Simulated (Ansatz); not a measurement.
**ZrO2: LAPW beside PAW, part 1 of 2**

Does the method matter for ZrO2? The same cell, functional and mesh are run with LAPW, all electrons, PAW with frozen cores and all-electron PAW on datasets made for the crystal.

The COD entry's cell or inner coordinates are ideal or old and differ from later refinements, so a difference from it is no clean test against experiment.

Method: DFT PBE, scalar-relativistic, in Ansatz 0.2.0.

**1. Starting point**

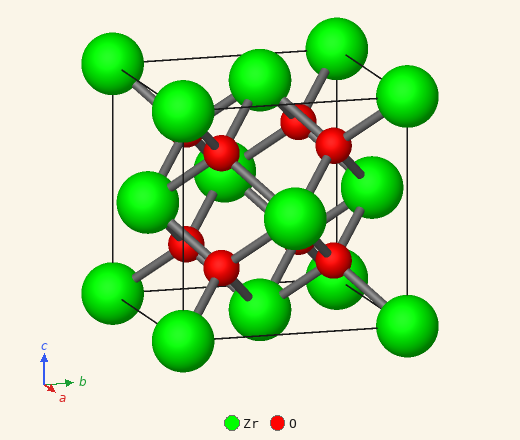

Start, viewed slightly off an axis; zirconium green, oxygen red. Atoms on the faces are drawn again on the opposite ones. The cell drawn here is the conventional one.

As a file:

```
Zr O
1.0
     0.00000    2.53500    2.53500
     2.53500    0.00000    2.53500
     2.53500    2.53500    0.00000
Zr O
1 2
Direct
  0.00000 0.00000 0.00000
  0.25000 0.25000 0.25000
  0.75000 0.75000 0.75000
```

The geometry is a database entry used as it stands. It may stem from high pressure or temperature, or be incomplete, so it serves as a test cell.

Atoms are numbered in the order of the input: Zr1, O2, O3.

**2. LAPW, all electrons**

Input file input.yaml:

```yaml
crystal:
  lattice:
    - [0.0, 2.535, 2.535]
    - [2.535, 0.0, 2.535]
    - [2.535, 2.535, 0.0]
  atoms:
    - { symbol: Zr, position: [0.0, 0.0, 0.0] }
    - { symbol: O, position: [0.25, 0.25, 0.25] }
    - { symbol: O, position: [0.75, 0.75, 0.75] }
kpoints:
  mp_grid: { grid: [9, 9, 9] }
  band_path:
    path:
      - [0.0, 0.0, 0.0]
      - [0.5, 0.0, 0.5]
      - [0.625, 0.25, 0.625]
      - [0.375, 0.375, 0.75]
      - [0.0, 0.0, 0.0]
      - [0.5, 0.5, 0.5]
      - [0.5, 0.25, 0.75]
      - [0.5, 0.0, 0.5]
    npoints: 14
scf:
  occupations: { method: fermi_dirac, width: 0.03 }
hamiltonian:
  xc: pbe
  pseudopotentials: { kind: all_electron, lapw: { basis_error: 0.001 } }
output:
  forces: true
  stress: true
  eigenvalues: true
  populations: true
  dos: { projected: true, de: 0.2, e_range: [-14, 8] }
```

The run is started by

```
> ansatz run input.yaml --threads 1 --pin off --max-ram 3072MiB --backend cpu --events-out ev --progress --plain --runs-dir out
```

The program printed:

```text
Zr: projections on atomic orbitals take those of the free atom 1s2 2s2 2p6 3s2 3p6 3d10 4s2 4p6 4d2 5s2, of charge +0.00 (hamiltonian.pseudopotentials.projection_atoms)
O: projections on atomic orbitals take those of the free atom 1s2 2s2 2p4, of charge +0.00 (hamiltonian.pseudopotentials.projection_atoms)
LAPW: plane waves up to 9.105 Å⁻¹, error target 1.0e-3 eV per atom; small_component_spin mean_spin; O in spheres of 1.030 Å, 8 of its electrons in bands, Dirac shells []; Zr in spheres of 1.165 Å, 30 of its electrons in bands, Dirac shells []
Engine: ansatz 0.2.0
Pseudopotentials: kind: all_electron
Pseudopotential: Zr, LAPW, valence charge 30, Koelling and Harmon's equation, gaussian nucleus
Pseudopotential: O, LAPW, valence charge 8, Koelling and Harmon's equation, gaussian nucleus
Functional definition: PBE
  parameter kappa = 0.804
  parameter beta = 0.06672455060314922
  exchange = pbe_x(kappa = kappa, mu = beta*pi^2/3)
  correlation = pbe_c(beta = beta)
Crystal: 3 atoms, lattice volume = 32.581 Å³
Basis set: ecut = 315.82443302050683 eV, 411 PW (Γ), exchange–correlation at level 2
Bands: 28, of which v1, the nominal top of the filled ones, is band 23 counted from 1 (22 counted from 0)
Symmetry: 48 space group operations
Space group: Fm-3m (ITA 225), of the structure as read, at distance tolerance 3.2e-5 Å
k-points: 35 of 729
Non-local potential: Zr, projectors of the file, none
Non-local potential: O, projectors of the file, none
Initial density: superposition of atomic densities (chi_scale 0.1, normalization cell, long waves kept (reshape's long-wave potential 0.00 eV rms))
Initial wavefunctions: plane waves of lowest kinetic energy (no species holds an atomic orbital)
Functional: x = pbe(κ = 0.804, μ = 0.2195149727645171), c = pbe(β = 0.06672455060314922)
iter 1 solved again at ethr=1.45e-2 eV; its pass at ethr=1.00e-1 eV (dr2=6.69e0 eV) is discarded
SCF iter   1: F=—  HF=-102033.267270 eV  |F-HF|=—  |Δ(HF+E_count)|=         —  Δρ=1.33e-1  dr2=6.69e0  ethr=1.45e-2  ⟨swp⟩=2.0  Hψ=6190  notcnv=0
preconditioner: auto → none  [insulator: Δε(μ)=7.074 eV  Ē_g=19.572 eV  σ=0.030 eV  W_gap=1.00  n_scr=14 (ndim 8)  ℏωp=30.5 eV  f_vac=0.003  D(μ)=0.00/eV (n_scr^D=0)  ε∞_Penn≈3.4]
SCF iter   2: F=—  HF=-102030.617766 eV  |F-HF|=—  |Δ(HF+E_count)|=    2.65e0  Δρ=6.38e-2  dr2=1.49e0  ethr=1.45e-2  ⟨swp⟩=3.0  Hψ=2965  notcnv=0
SCF iter   3: F=—  HF=-102029.014366 eV  |F-HF|=—  |Δ(HF+E_count)|=    1.60e0  Δρ=2.66e-2  dr2=2.69e-1  ethr=3.23e-3  ⟨swp⟩=3.0  Hψ=3265  notcnv=0
SCF iter   4: F=—  HF=-102029.019063 eV  |F-HF|=—  |Δ(HF+E_count)|=         —  Δρ=1.33e-2  dr2=8.18e-2  ethr=5.84e-4  ⟨swp⟩=3.0  Hψ=3176  notcnv=0
the basis was enlarged: its passes take 125.5 KiB over the memory plan, 1 of 1 planned eigensolver slots
SCF iter   5: F=—  HF=-102028.985873 eV  |F-HF|=—  |Δ(HF+E_count)|=   3.32e-2  Δρ=8.33e-3  dr2=3.12e-2  ethr=1.78e-4  ⟨swp⟩=2.0  Hψ=2998  notcnv=0
iter 6 solved again at ethr=3.81e-6 eV; its pass at ethr=6.79e-5 eV (dr2=1.75e-3 eV) is discarded
SCF iter   6: F=—  HF=-102028.970345 eV  |F-HF|=—  |Δ(HF+E_count)|=   1.55e-2  Δρ=1.98e-3  dr2=1.75e-3  ethr=3.81e-6  ⟨swp⟩=2.0  Hψ=4955  notcnv=0
SCF iter   7: F=—  HF=-102028.969404 eV  |F-HF|=—  |Δ(HF+E_count)|=   9.41e-4  Δρ=2.47e-4  dr2=2.73e-5  ethr=3.80e-6  ⟨swp⟩=2.0  Hψ=2972  notcnv=0
SCF iter   8: F=—  HF=-102028.969387 eV  |F-HF|=—  |Δ(HF+E_count)|=   1.77e-5  Δρ=2.50e-5  dr2=2.68e-7  ethr=5.94e-8  ⟨swp⟩=2.0  Hψ=2827  notcnv=0
SCF iter   9: F=-102028.969387 eV  HF=-102028.969387 eV  |F-HF|=4.51e-10  |Δ(HF+E_count)|=   9.47e-8  Δρ=6.29e-7  dr2=1.10e-10  ethr=5.82e-10  ⟨swp⟩=2.7  Hψ=2886  notcnv=0
SCF 1 converged in 9 iterations: F = -102028.969387 eV  dr2 = 1.10e-10
NSCF: frozen V_eff on 99 k-points
SCF converged after 9 iterations
Free energy (F): -102028.969387 eV
Harris-Foulkes:  -102028.969387 eV  (|F-HF|=4.51e-10)
Internal energy: -102028.969387 eV  (E = F + TS)
E sigma→0 (E₀):  -102028.969387 eV
Fermi energy:    15.343367 eV
--- Per-component energies (eV) ---
  E_band       = -6084.918328
  E_kinetic    = 105248.728007
  E_xc         = -3579.138711
  E_electrostatic = -203698.558682  (all electrons and nuclei)
  E_smearing   = -0.000000  (= −TS)
  E_closure    = 0.000000  (closes the sum)
  E_atoms      = -102001.618547  (free atoms, spherical and without spin; not in F)
  Σ components = -102028.969387   (vs F -102028.969387, Δ=0.00e0)
  Basis errors (estimates in eV, not in F): energy 4.4e-4 per atom: plane waves 3.9e-4 (2.1e-4 summed), levels above the bands 4.5e-101, relativity 3.3e-8, radial functions 5.0e-5, core shells 1.7e-12; eigenvalues (radial functions only) 8.4e-6; not estimated: angular momenta, meshes, grids; target (lapw.basis_error) 1.0e-3; muffin-tin radii O 1.030 Å, Zr 1.165 Å
--- Forces (eV/Å), atoms counted from 1 ---
  atom   1  Zr     0.00000000    -0.00000000     0.00000000
  atom   2  O     -0.00000000    -0.00000000    -0.00000000
  atom   3  O      0.00000000     0.00000000    -0.00000000
  max |Σ_I F_I| component: 9.25e-18 eV/Å
--- Stress (GPa, compression-positive) ---
        6.749716      -0.000000      -0.000000
       -0.000000       6.749716      -0.000000
       -0.000000      -0.000000       6.749716
  P = ⅓ Tr σ = 6.7497 GPa (67.497 kbar)
--- Band table (eV; the first three rows and the last of 35) ---
  k-point 0: bands = ["-490.3440", "-490.3440", "-384.4878", "-297.3683", "-297.3683", "-297.3683", "-154.5472", "-154.5472", "-154.5323", "-154.5323", "-154.5323", "-34.3733", "-12.1967", "-12.1967", "-12.1967", "-4.6049", "-2.0011", "8.3498", "8.3498", "8.3498", "13.1114", "13.1114", "13.1114", "17.0378", "17.0378", "20.3168", "23.1570", "23.1570"]
  k-point 1: bands = ["-490.3440", "-490.3440", "-384.4878", "-297.3683", "-297.3683", "-297.3683", "-154.5472", "-154.5472", "-154.5323", "-154.5323", "-154.5323", "-34.3675", "-12.2917", "-12.2054", "-12.2054", "-4.4245", "-2.1307", "8.4715", "8.4715", "8.6921", "12.8135", "12.8810", "12.8810", "17.2773", "17.2773", "20.7094", "22.7123", "22.9690"]
  k-point 2: bands = ["-490.3440", "-490.3440", "-384.4878", "-297.3683", "-297.3683", "-297.3683", "-154.5472", "-154.5472", "-154.5323", "-154.5323", "-154.5323", "-34.3528", "-12.5178", "-12.2273", "-12.2273", "-4.0062", "-2.3913", "8.7843", "8.7843", "9.5401", "12.1743", "12.4361", "12.4361", "17.6814", "17.6814", "20.7430", "22.5787", "22.5787"]
  k-point 34: bands = ["-490.3440", "-490.3440", "-384.4878", "-297.3683", "-297.3683", "-297.3683", "-154.5472", "-154.5472", "-154.5323", "-154.5323", "-154.5323", "-34.3081", "-12.7445", "-12.6288", "-12.3731", "-2.8753", "-2.7749", "8.7441", "9.1633", "10.9706", "11.3909", "12.3674", "13.2957", "18.0696", "18.2769", "20.0261", "20.2259", "21.2231"]
--- Löwdin populations: 3 sites ---
  site symbol       q [e]
     0     Zr     38.5116
     1      O      8.6980
     2      O      8.6980
  spilling = 0.001650 (of n_electrons = 56.000000)
```

Wall time 20 s (1 thread of Arm Neoverse V2, shared host).

In short: pressure 6.75 GPa; gap 3.39 eV, indirect from X to Γ.

At the corners of the path (eV, zero at the valence-band top):

```tsv
point	band 20	band 21	band 22	band 23	band 24	band 25	band 26
Γ	-5.30	-0.54	-0.54	-0.54	3.39	3.39	6.67
X	-3.16	-1.53	-1.53	0.00	3.84	4.81	5.94
U	-3.09	-2.24	-1.22	-0.34	4.08	4.81	6.27
K	-3.09	-2.24	-1.22	-0.34	4.08	4.81	6.27
Γ	-5.30	-0.54	-0.54	-0.54	3.39	3.39	6.67
L	-2.55	-2.48	-1.65	-1.65	4.05	4.05	6.20
W	-2.40	-2.40	-1.39	-0.20	4.50	4.65	6.39
X	-3.16	-1.53	-1.53	0.00	3.84	4.81	5.94
```

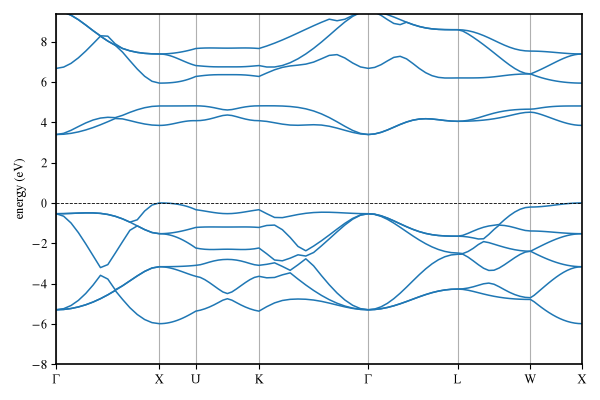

The leg U–K joins two equivalent points. Bands along the path, counted from its valence-band top.

States per cell in windows of 1 eV (zero at the valence-band top; grid of 0.20 eV, so sharp peaks spill over the borders):

```tsv
from	to	total	O 2p	Zr 4d
-6	-5	0.53	0.35	0.14
-5	-4	2.84	2.01	0.74
-4	-3	2.35	1.89	0.32
-3	-2	1.66	1.40	0.17
-2	-1	2.84	2.48	0.27
-1	0	1.78	1.66	0.08
0	1	0.00	0.00	0.00
1	2	0.00	0.00	0.00
2	3	0.00	0.00	0.00
3	4	0.56	0.03	0.52
4	5	3.44	0.39	2.98
5	6	0.00	0.00	0.00
6	7	2.01	0.18	1.41
7	8	2.35	0.51	1.51
```

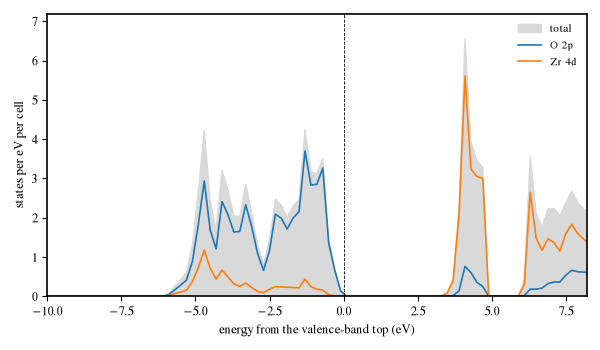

Density of states, total and projected.

**3. PAW with frozen cores**

input.yaml, as its differences from that of step 2:

```diff
@@ -26,3 +26,3 @@
   xc: pbe
-  pseudopotentials: { kind: all_electron, lapw: { basis_error: 0.001 } }
+  pseudopotentials: { kind: paw }
 output:
@@ -31,3 +31,9 @@
   eigenvalues: true
+  efg: { contact_densities: true }
   populations: true
+  bader: true
   dos: { projected: true, de: 0.2, e_range: [-14, 8] }
+  write_density: true
+  write_potential: true
+  elf: true
+  volumetric_format: npy
```

The run is started by

```
> ansatz run input.yaml --threads 1 --pin off --max-ram 3072MiB --backend cpu --events-out ev --progress --plain --runs-dir out
```

The program printed:

```text
Zr: output.efg is read without spin–orbit coupling, which moves field gradients at and beside such atoms by some per cent and up to a factor of two; PAW files take it under magnetization.noncollinear and magnetization.spin_orbit
[... 1 set-up line as earlier in the session ...]
Pseudopotentials: kind: paw
Pseudopotential: Zr, paw, valence charge 12, recommended cutoff 420 eV (normal)
Pseudopotential: O, paw, valence charge 6, recommended cutoff 420 eV (normal)
[... 5 set-up lines as earlier in the session ...]
Crystal: 3 atoms, lattice volume = 32.581 Å³
Basis set: ecut = 420 eV, 609 PW (Γ), exchange–correlation on 48×48×48 points (8 copies of the dense FFT grid, shifted against one another)
Bands: 16, of which v1, the nominal top of the filled ones, is band 12 counted from 1 (11 counted from 0)
[... 2 set-up lines as earlier in the session ...]
k-points: 35 of 729
Non-local potential: Zr, projectors of the file, l = 0: 3, l = 1: 2, l = 2: 2, l = 3: 2
Non-local potential: O, projectors of the file, l = 0: 2, l = 1: 2, l = 2: 1
PAW form: soft (Blöchl's): semilocal exchange-correlation on the pseudo side does not see the compensation charge
PAW one-centre angular grid: Zr, 590 points (default); XC on 64 Gauss nodes
PAW one-centre angular grid: O, 110 points (default); XC on 64 Gauss nodes
Initial density: superposition of atomic densities (neutral atoms: chi_scale 0, normalization atom), corrected by the library's trained network
Initial wavefunctions: pseudopotential atomic-orbital guess
[... 1 set-up line as earlier in the session ...]
SCF iter   1: F=—  HF=-5323.802077 eV  |F-HF|=—  |Δ(HF+E_count)|=         —  Δρ=2.23e-3  dr2=1.06e-3  ethr=1.77e-3  ⟨swp⟩=5.9  Hψ=2622  notcnv=0
preconditioner: auto → none  [insulator: Δε(μ)=3.475 eV  Ē_g=17.352 eV  σ=0.030 eV  W_gap=1.00  n_scr=14 (ndim 8)  ℏωp=30.5 eV  f_vac=0.023  D(μ)=0.00/eV (n_scr^D=0)  ε∞_Penn≈4.1]
SCF iter   2: F=—  HF=-5323.801952 eV  |F-HF|=—  |Δ(HF+E_count)|=   1.25e-4  Δρ=1.51e-3  dr2=5.64e-4  ethr=4.43e-6  ⟨swp⟩=2.0  Hψ=1399  notcnv=0
SCF iter   3: F=—  HF=-5323.801848 eV  |F-HF|=—  |Δ(HF+E_count)|=   1.03e-4  Δρ=5.97e-4  dr2=1.77e-5  ethr=2.35e-6  ⟨swp⟩=2.0  Hψ=769  notcnv=0
SCF iter   4: F=—  HF=-5323.801801 eV  |F-HF|=—  |Δ(HF+E_count)|=   4.68e-5  Δρ=1.68e-4  dr2=1.64e-6  ethr=7.36e-8  ⟨swp⟩=2.0  Hψ=946  notcnv=0
iter 5 did not close the SCF: its close was put off for the readings that it lacked (scf_convergence_deferred on its scf_iter line)
SCF iter   5: F=-5323.801809 eV  HF=-5323.801809 eV  |F-HF|=2.76e-8  |Δ(HF+E_count)|=   7.35e-6  Δρ=1.45e-5  dr2=2.12e-8  ethr=6.85e-9  ⟨swp⟩=2.0  Hψ=979  notcnv=0
SCF iter   6: F=-5323.801809 eV  HF=-5323.801809 eV  |F-HF|=2.18e-10  |Δ(HF+E_count)|=   3.38e-8  Δρ=2.04e-6  dr2=7.41e-10  ethr=8.83e-11  ⟨swp⟩=5.7  Hψ=3171  notcnv=0
SCF 1 converged in 6 iterations: F = -5323.801809 eV  dr2 = 7.41e-10
NSCF: frozen V_eff on 99 k-points
SCF converged after 6 iterations
Free energy (F): -5323.801809 eV
Harris-Foulkes:  -5323.801809 eV  (|F-HF|=2.18e-10)
Internal energy: -5323.801809 eV  (E = F + TS)
E sigma→0 (E₀):  -5323.801809 eV
Fermi energy:    14.043022 eV
--- Per-component energies (eV) ---
  E_band       = -56.252046
  E_kinetic    = 689.108302
  E_local      = -1130.942364  (includes V_loc(G=0)·N_el)
  E_nonlocal   = 171.189774
  E_hartree    = 373.963949
  E_xc         = -312.417342
  E_vxc        = -383.463062  (∫ρ·V_xc dr)
  E_paw        = -3268.957891  (= ΣΔE_a)
  E_vpaw       = -150.076964  (= ΣTr[D̂ρ^β])
  E_aug_tail   = 0.005057  (compensation charges beyond the density's cutoff)
  E_ewald      = -1845.751294
  E_smearing   = -0.000000  (= −TS)
  E_closure    = 0.000000  (closes the sum)
  Σ components = -5323.801809   (vs F -5323.801809, Δ=0.00e0)
--- Forces (eV/Å), atoms counted from 1 ---
  atom   1  Zr    -0.00000000     0.00000000     0.00000000
  atom   2  O     -0.00000000     0.00000000    -0.00000000
  atom   3  O     -0.00000000     0.00000000    -0.00000000
  max |Σ_I F_I| component: 6.94e-18 eV/Å
--- Stress (GPa, compression-positive) ---
        6.759226       0.000000       0.000000
        0.000000       6.759226       0.000000
        0.000000      -0.000000       6.759226
  P = ⅓ Tr σ = 6.7592 GPa (67.592 kbar)
--- PAW observables at the nuclei: V_zz in 10²¹ V/m², potentials from the cell's mean, atoms counted from 1 ---
  atom   1  Zr V_zz =    -0.000000   η = 0.0000   by run symmetry: forbidden
            electrostatic potential = -5926.763286 V   contact ρ = 490526.580268 e/Å³
  atom   2  O  V_zz =    +0.000000   η = 0.0000   by run symmetry: forbidden
            electrostatic potential = -629.377618 V   contact ρ = 2156.603570 e/Å³
  atom   3  O  V_zz =    +0.000000   η = 0.0000   by run symmetry: forbidden
            electrostatic potential = -629.377618 V   contact ρ = 2156.603570 e/Å³
--- Band table (eV; the first three rows and the last of 35) ---
  k-point 0: bands = ["-35.6790", "-13.5001", "-13.5001", "-13.5001", "-5.9088", "-3.3045", "7.0461", "7.0461", "7.0461", "11.8101", "11.8101", "11.8101", "15.7383", "15.7383", "19.0149", "21.8531"]
  k-point 1: bands = ["-35.6732", "-13.5952", "-13.5089", "-13.5089", "-5.7283", "-3.4343", "7.1680", "7.1680", "7.3887", "11.5112", "11.5793", "11.5793", "15.9771", "15.9771", "19.4077", "21.4089"]
  k-point 2: bands = ["-35.6584", "-13.8215", "-13.5308", "-13.5308", "-5.3100", "-3.6952", "7.4809", "7.4809", "8.2364", "10.8722", "11.1348", "11.1348", "16.3798", "16.3798", "19.4413", "21.2755"]
  k-point 34: bands = ["-35.6136", "-14.0484", "-13.9327", "-13.6769", "-4.1795", "-4.0788", "7.4412", "7.8604", "9.6683", "10.0889", "11.0654", "11.9939", "16.7679", "16.9708", "18.7219", "18.9225"]
--- Löwdin populations: 3 sites ---
  site symbol       q [e]
     0     Zr     10.5283
     1      O      6.6852
     2      O      6.6852
  spilling = 0.004222 (of n_electrons = 24.000000)
--- Bader charges: 3 sites ---
  site symbol  charge [e]  shift [e]
     0     Zr      2.6308     0.0006
     1      O     -1.3154     0.0003
     2      O     -1.3154     0.0003
  estimated error of the sums over rays = 5.7e-4 e
```

Wall time 13 s (1 thread of Arm Neoverse V2, shared host).

In short: pressure 6.76 GPa; gap 3.39 eV, indirect from X to Γ.

```tsv
atom	Bader charge (e)	basin volume (Å³)
Zr1	+2.63	9.75
O2	-1.32	11.42
```

The fields are shown in the conventional cell of this run's space group, carried over from its grid by interpolation.

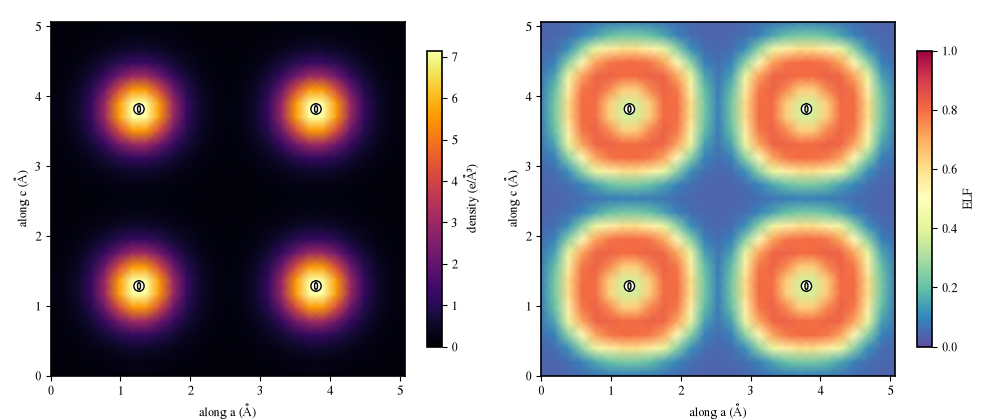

Density (left) and ELF (right) in a lattice plane of the grid's cell (edges 5.07 and 5.07 Å, at 0.250 of the third edge), which holds O. Only atoms in the plane are labelled. Both are smooth fields of the valence electrons: close to the nuclei they are not physical.

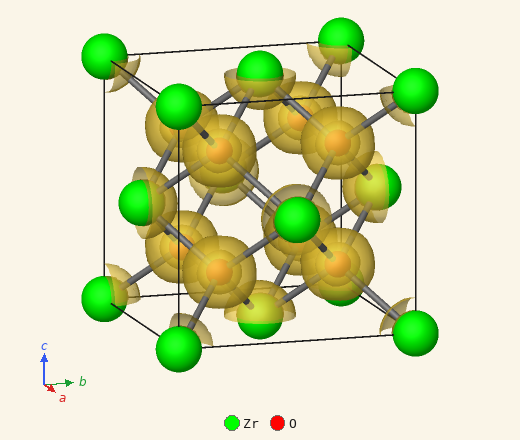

Surface of ELF = 0.77, drawn in one cell.

Outside the cores ELF peaks at 0.83 in the shell around O, 0.6 Å from O.

(Continued in part 2 of 2.)
